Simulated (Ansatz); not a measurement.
# Run report: Ti, single-point calculation

Ti (Im-3m, 1 atom in the cell), computed with DFT LDA, scalar-relativistic, plane waves, PAW, no spin polarisation (Ansatz 0.2.0).

The structure derives from an entry of the Crystallography Open Database.

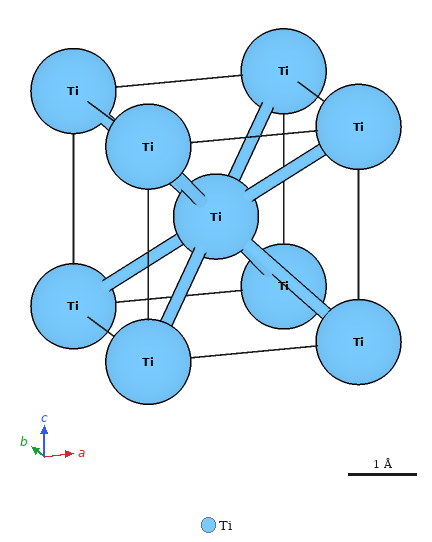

Figure 1. The structure (ball-and-stick view of the cell 2 times as large as that of the calculation, set on its symmetry axes, seen at an oblique angle). Near neighbours in the crystal (not all of them lie inside the picture): Ti has 8 Ti at 2.84 Å.

Input file:
```yaml
crystal:
  lattice:
    - [-1.641, 1.641, 1.641]
    - [1.641, -1.641, 1.641]
    - [1.641, 1.641, -1.641]
  atoms:
    - { symbol: Ti, position: [0.0, 0.0, 0.0] }
basis:
  ecutwfc: 420
kpoints:
  mp_grid: { grid: [20, 20, 20] }
hamiltonian:
  xc: lda
scf:
  occupations: { method: gaussian, width: 0.15 }
output:
  forces: true
  stress: true
  eigenvalues: true
  write_density: true
  write_potential: true
  elf: true
  volumetric_format: npy
```

Run as:
```bash
ansatz run input.yaml --threads 1 --pin off --max-ram 2560MiB --backend cpu --events-out ev --progress --plain --runs-dir out
```

What the program printed:
```
Engine: ansatz 0.2.0, x86_64-unknown-linux-gnu
Pseudopotentials: kind: paw
Pseudopotential: Ti, paw, valence charge 12, recommended cutoff 420 eV (normal), Ti.paw.azcp
Functional definition: SPW92
  exchange = slater_x
  correlation = pw_c
Crystal: 1 atoms, lattice volume = 17.676 Å³
Basis set: ecut = 420 eV, 369 PW (Γ)
Bands: 10, of which v1, the nominal top of the filled ones, is band 6 counted from 1 (5 counted from 0)
Symmetry: 48 space group operations
Space group: Im-3m (ITA 229), of the structure as read, at distance tolerance 2.6e-5 Å
k-points: 256 of 8000
Non-local potential: Ti, projectors of the file, l = 0: 3, l = 1: 2, l = 2: 3, l = 3: 1
PAW form: soft (Blöchl's): semilocal exchange-correlation on the pseudo side does not see the compensation charge
PAW frozen core: Ti, regenerated for the run's functional, and the local potential with it (the file was generated under x = pbe(κ = 0.804, μ = 0.2195149727645171), c = pbe(β = 0.06672455060314922))
PAW one-centre angular grid: Ti, 590 points (default); XC on 64 Gauss nodes
Initial density: superposition of atomic densities (neutral atoms: chi_scale 0, normalization atom), corrected by the library's trained network
Initial wavefunctions: pseudopotential atomic-orbital guess
Functional: x = slater, c = lda
SCF iter   1: F=—  HF=-2450.157983 eV  |F-HF|=—  |Δ(HF+E_count)|=         —  Δρ=5.55e-3  dr2=3.30e-3  ethr=1.77e-3  ⟨swp⟩=4.6  Hψ=13709  notcnv=0
preconditioner: auto → none  [metal: Δε(μ)=0.007 eV  Ē_g=4.019 eV  σ=0.150 eV  W_gap=0.03  n_scr=0 (ndim 8)  ℏωp=17.7 eV  f_vac=0.000  D(μ)=2.39/eV (n_scr^D=42)]
SCF iter   2: F=—  HF=-2450.157429 eV  |F-HF|=—  |Δ(HF+E_count)|=   5.54e-4  Δρ=2.78e-3  dr2=6.41e-4  ethr=2.75e-5  ⟨swp⟩=1.0  Hψ=4608  notcnv=0
SCF iter   3: F=—  HF=-2450.157451 eV  |F-HF|=—  |Δ(HF+E_count)|=   2.17e-5  Δρ=9.77e-4  dr2=1.75e-4  ethr=5.34e-6  ⟨swp⟩=2.3  Hψ=3918  notcnv=0
SCF iter   4: F=—  HF=-2450.157393 eV  |F-HF|=—  |Δ(HF+E_count)|=   5.82e-5  Δρ=1.03e-4  dr2=5.28e-7  ethr=1.46e-6  ⟨swp⟩=2.8  Hψ=4218  notcnv=0
SCF iter   5: F=—  HF=-2450.157391 eV  |F-HF|=—  |Δ(HF+E_count)|=   2.08e-6  Δρ=1.40e-5  dr2=3.95e-8  ethr=4.40e-9  ⟨swp⟩=2.1  Hψ=4087  notcnv=0
SCF iter   6: F=-2450.157391 eV  HF=-2450.157391 eV  |F-HF|=3.64e-12  |Δ(HF+E_count)|=   1.21e-8  Δρ=2.84e-7  dr2=4.21e-12  ethr=3.29e-10  ⟨swp⟩=4.6  Hψ=11744  notcnv=0
SCF 1 converged in 6 iterations: F = -2450.157391 eV  dr2 = 4.21e-12
  greatest PAW one-centre occupation: 0.999 electrons in one spin orbital (limit 2), on the Ti atom at site 0 (counted from 0), in its partial waves of l = 0
```

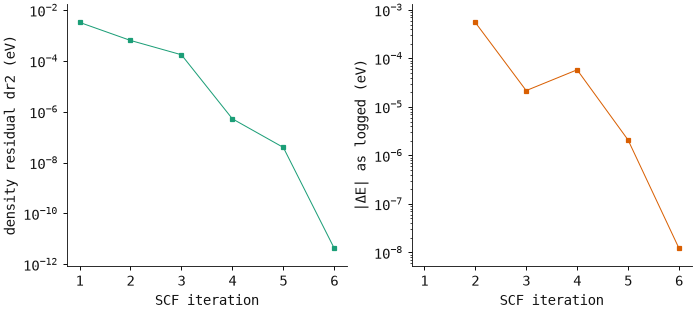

Figure 2. Convergence of the self-consistent field: density residual dr2 and size of the energy change against the SCF iteration. The residual falls at every step.

```
SCF converged after 6 iterations
Free energy (F): -2450.157391 eV
Harris-Foulkes:  -2450.157391 eV  (|F-HF|=3.64e-12)
Internal energy: -2450.130492 eV  (E = F + TS)
E sigma→0 (E₀):  -2450.143942 eV
Entropy (-TS):   -0.026898 eV (-26.898 meV/atom)
Fermi energy:    12.542871 eV
--- Per-component energies (eV) ---
  E_band       = -161.062250
  E_kinetic    = 271.892531
  E_local      = -827.162834  (includes V_loc(G=0)·N_el)
  E_nonlocal   = 12.387425
  E_hartree    = 337.348809
  E_xc         = -96.227507
  E_vxc        = -121.073575  (∫ρ·V_xc dr)
  E_paw        = -999.071462  (= ΣΔE_a)
  E_vpaw       = -171.803553  (= ΣTr[D̂ρ^β])
  E_aug_tail   = 0.000102  (compensation charges beyond the density's cutoff)
  E_ewald      = -1149.623506
  E_core_change = 0.325950  (= ΣΔE_core)
  E_smearing   = -0.026898  (= −TS)
  E_closure    = 0.000000  (closes the sum)
  Σ components = -2450.157391   (vs F -2450.157391, Δ=0.00e0)
--- Forces (eV/Å), atoms counted from 1 ---
  atom   1  Ti    -0.00000000    -0.00000000     0.00000000
  max |Σ_I F_I| component: 1.27e-31 eV/Å
--- Stress (GPa, compression-positive) ---
      -10.796200       0.000000       0.000000
        0.000000     -10.796200      -0.000000
       -0.000000      -0.000000     -10.796200
  P = ⅓ Tr σ = -10.7962 GPa (-107.962 kbar)
--- Band table (eV; the first three rows and the last of 256) ---
  k-point 0: bands = ["-43.4040", "-19.5852", "-19.5852", "-19.5852", "6.7122", "13.4820", "13.4820", "13.4820", "15.2226", "15.2226"]
  k-point 1: bands = ["-43.4008", "-19.6020", "-19.5904", "-19.5853", "6.7968", "13.4437", "13.4726", "13.5436", "15.1769", "15.2249"]
  k-point 2: bands = ["-43.3917", "-19.6505", "-19.6054", "-19.5856", "7.0460", "13.3344", "13.4330", "13.7254", "15.0658", "15.2328"]
  k-point 255: bands = ["-43.1840", "-20.0381", "-20.0381", "-20.0381", "10.4986", "10.4986", "16.3796", "16.3796", "16.3796", "20.7819"]
```

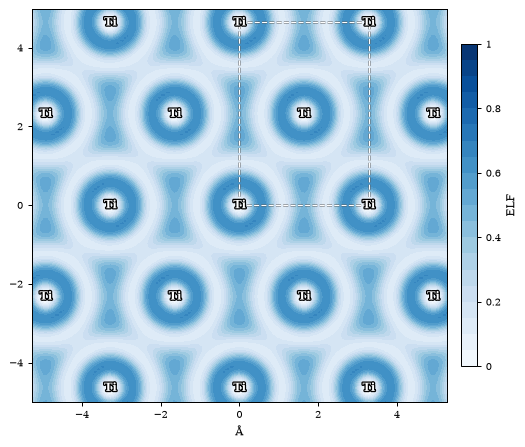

Figure 3. Electron localisation function on the (11̄0) plane of the conventional cell. Ti–Ti (2.84 Å): the ELF is about 0.20 at the midpoint; no shared electron pair. The ELF has a maximum of about 0.55 in the space between the atoms. The strong features right at Ti lie inside the PAW spheres (semicore, d or f shells) and say nothing about bonding. The fields are those of the smooth PAW valence density.

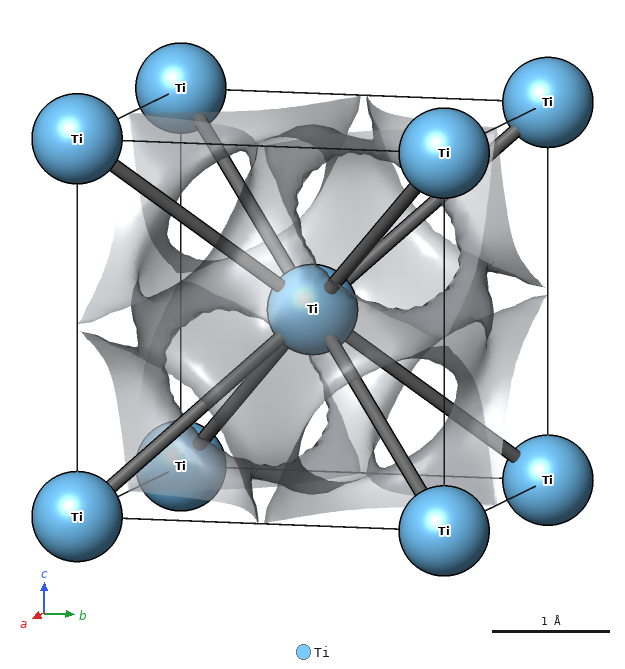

Figure 4. Isosurface of the ELF at 0.45 (grey), seen slightly off an axis. Core shells and regions of very low density are left out. Sticks mark near contacts. The outline is the cell set on symmetry axes. Along the contacts the grid gives the following. Ti–Ti (2.84 Å): the ELF is about 0.20 at the midpoint; no localised pair between them.

Results in brief:

```tsv
quantity	value
outcome	converged
space group (tolerance 0.01 Å)	Im-3m (229)
electrons treated	12
free energy	−2450.1574 eV
Fermi energy	12.543 eV
gap on the k-point mesh	none (metallic)
pressure	−10.80 GPa
largest force (length of the vector)	under 0.001 eV/Å
hardware	1 thread of Intel Xeon (Sapphire Rapids), 192 GiB of memory available, shared host
wall time	4 s
peak memory	0.37 GiB
```

The cell is under a tension of 10.8 GPa at this level, so it is not at its equilibrium volume.
